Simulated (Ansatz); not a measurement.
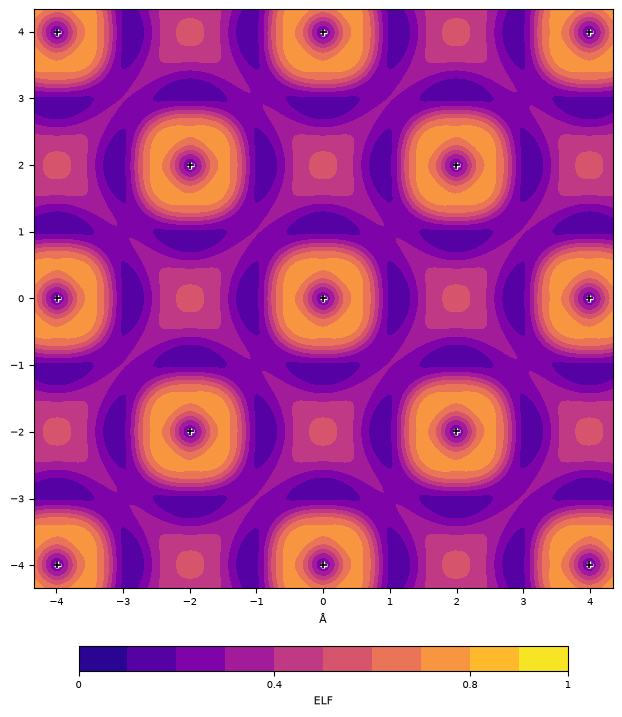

The ELF on a plane through atoms (crosses mark nuclei in the plane).

The calculation used DFT, r2SCAN0, plane waves (500 eV) with PAW, scalar-relativistic (Ansatz 0.2.0).

Candidates:
A. Mo, a = 3.99 Å, b = 3.99 Å, c = 3.99 Å, α = 90.00°, β = 90.00°, γ = 90.00°. Space group Fm-3m; set up as Mo, fcc; a generated structure, not necessarily the stable one; computed without spin polarisation.
B. Cr, a = 2.93 Å, b = 2.93 Å, c = 3.99 Å, α = 90.00°, β = 90.00°, γ = 120.00°. Space group P6₃/mmc; set up as Cr, hcp; a generated structure, not necessarily the stable one; spin-polarised.

> Which system is this?

Candidate A: Mo on the (100) plane of the conventional cell, which holds Mo. Mo–Mo (2.82 Å): the ELF is about 0.30 at the midpoint: no localised pair shows between them.
